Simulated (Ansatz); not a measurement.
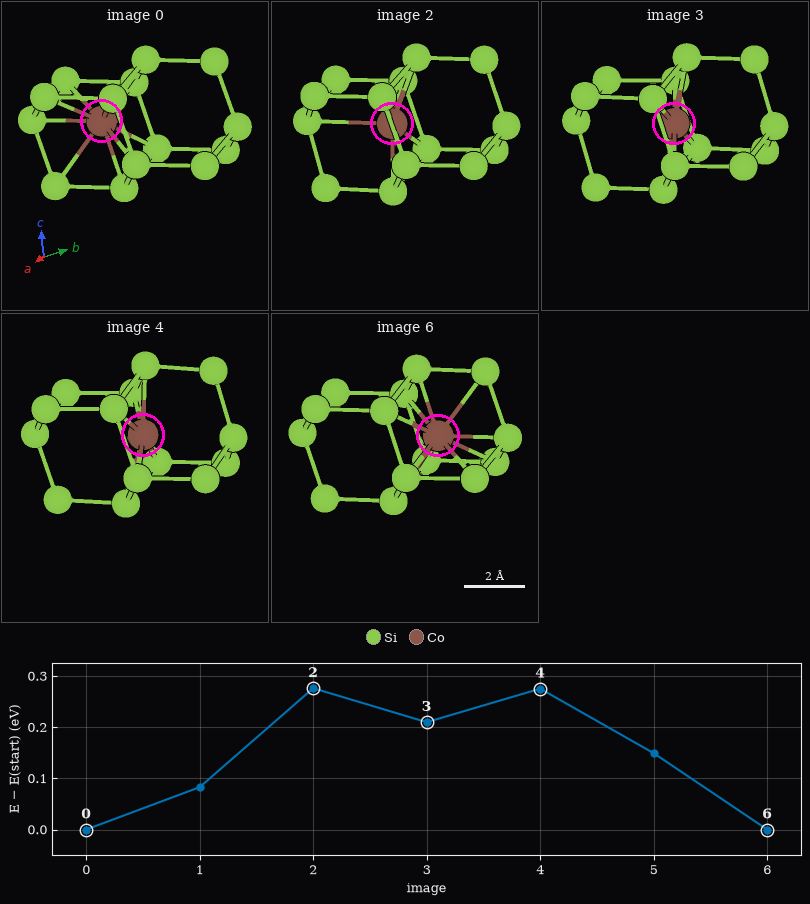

A search for the minimum-energy path of a defect cell of composition CoSi16 (17 atoms in the cell) by the nudged elastic band. Images are numbered from 0 (start) to 6 (end). The picture is a ball-and-stick view of the atoms within 4.1 Å of the middle of the path, seen slightly off an axis. The moving atom is ringed, with any periodic copies. Bonds to atoms that aren't drawn are left out.

Computed with DFT r2SCAN, scalar-relativistic, plane waves, PAW in Ansatz. Run with plane-wave cutoff 500 eV; k-point mesh 2 × 2 × 2; Gaussian smearing 0.02 eV; spin collinear; 5 movable images; climbing image.

**Read off the barrier and say what moves.**

The barrier is about 0.276 eV in both directions, with image 2 at the top; the ends have the same energy. The profile has 2 maxima (images 2, 4) with a dip at image 3 (+0.210 eV), so the process runs in steps. The path has more than one stage, and so few images may leave a stage unresolved. The Co atom travels furthest, 2.29 Å from end to end, along [−1 3 −1], on a straight line. At the highest image its nearest neighbour (Si) is 2.28 Å away, against 2.38 Å at the start, and the surrounding atoms stand up to 0.17 Å off the mean of their end positions. The band converged in 30 iterations. The largest component of the band force went from 1.1 to 0.03 eV/Å. The climbing image converged on the top of the path. Its curvatures weren't checked.

Limits of the set-up: the k-point mesh is coarse for a cell with partly filled bands; the periodic images lie only 7.7 Å apart, so the values are limited by the cell's size.

The run took 88 min on 8 threads of Intel(R) Xeon(R) 6975P-C (Granite Rapids), on a shared host, peak memory 5.1 GiB.
